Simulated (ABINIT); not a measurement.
**Dielectric calculation, with input and output: C (part 3 of 3)**

Continued. System: C (4 atoms in the cell). Method: Kohn-Sham DFT of a periodic cell, PBE, PseudoDojo NC SR PBE v0.4.1 standard, no spin polarisation (ABINIT 10.8.3); cutoff 1006.82 eV, 10×10×6 k-mesh, fixed occupations. The structure derives from an entry of the Crystallography Open Database.

Geometry of the input (Å; fractional positions):
```
2.5221  0.0000  0.0000
-1.2611  2.1842  0.0000
0.0000  0.0000  4.1186
C  0.6667  0.3333  0.9375
C  0.3333  0.6667  0.4375
C  0.6667  0.3333  0.5625
C  0.3333  0.6667  0.0625
```

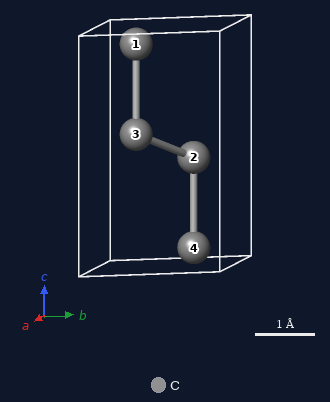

*The input geometry (ball-and-stick view of the cell of the calculation, seen slightly off an axis; atoms are numbered from 1 in the order of the input).*

### File anaddb.abo, continued
```
 The violation of the charge neutrality conditions
 by the effective charges is as follows :
    atom        electric field
 displacement     direction
       1               1       -0.003823        0.000000
       1               2        0.000000        0.000000
       1               3        0.000000        0.000000
       2               1        0.000000        0.000000
       2               2       -0.003823        0.000000
       2               3        0.000000        0.000000
       3               1        0.000000        0.000000
       3               2        0.000000        0.000000
       3               3        0.001007        0.000000

 Effective charge tensors after
 imposition of the charge neutrality (if requested by user),
 and eventual restriction to some part :
   atom    displacement
         1         1    0.000000E+00    0.000000E+00    0.000000E+00
         1         2    0.000000E+00    0.000000E+00    0.000000E+00
         1         3    0.000000E+00    0.000000E+00    0.000000E+00
         2         1    0.000000E+00    0.000000E+00    0.000000E+00
         2         2    0.000000E+00    0.000000E+00    0.000000E+00
         2         3    0.000000E+00    0.000000E+00    0.000000E+00
         3         1    0.000000E+00    0.000000E+00    0.000000E+00
         3         2    0.000000E+00    0.000000E+00    0.000000E+00
         3         3    0.000000E+00    0.000000E+00    0.000000E+00
         4         1    0.000000E+00    0.000000E+00    0.000000E+00
         4         2    0.000000E+00    0.000000E+00    0.000000E+00
         4         3    0.000000E+00    0.000000E+00    0.000000E+00
 Now, the imaginary part of the dynamical matrix is zeroed

================================================================================

 anaddb : the run completed successfully.
```
